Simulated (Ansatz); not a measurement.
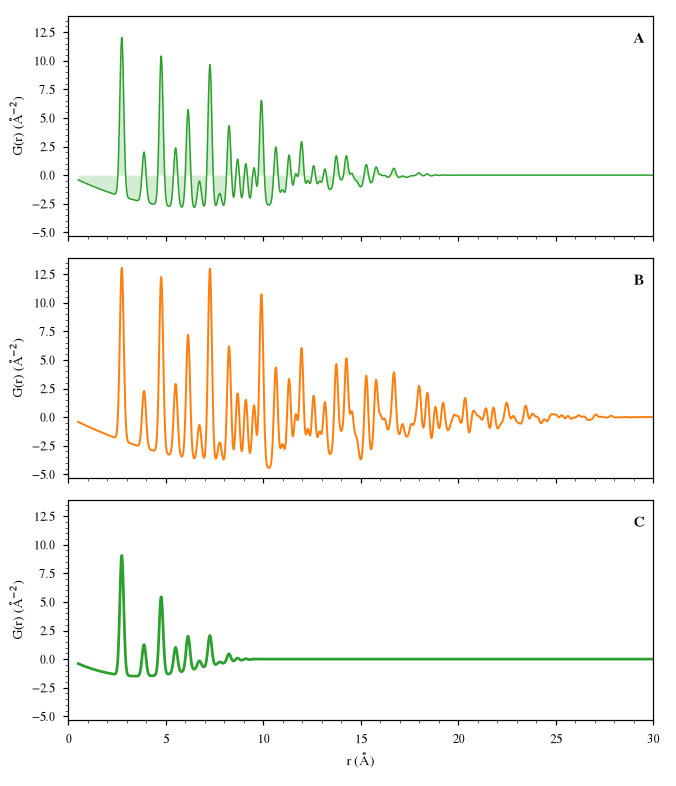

Simulated X-ray pair distribution function, G(r) = R(r)/r − 4πρ₀r, summed over the atomic distances of the structure with each pair weighted by the product of the atomic numbers (X-ray weights at Q = 0); every distance is a Gaussian of σ = 0.10 Å, for spherical particles of P with the bulk structure: the bulk G(r) is multiplied by the envelope of a sphere of diameter D, 1 − 3r/2D + r³/2D³, with no surface relaxation. The number density is 0.0683 atoms per Å³. Structure used: the geometry relaxed with DFT, r2SCAN, plane waves (500 eV) with PAW, scalar-relativistic (Ansatz 0.2.0); the starting structure was generated, so it need not be a known form of this composition.

> The diameters are 10, 20 and 30 Å. Which curve belongs to which?

curve A: 20 Å; curve B: 30 Å; curve C: 10 Å. The smaller the particle, the sooner the oscillations die out.
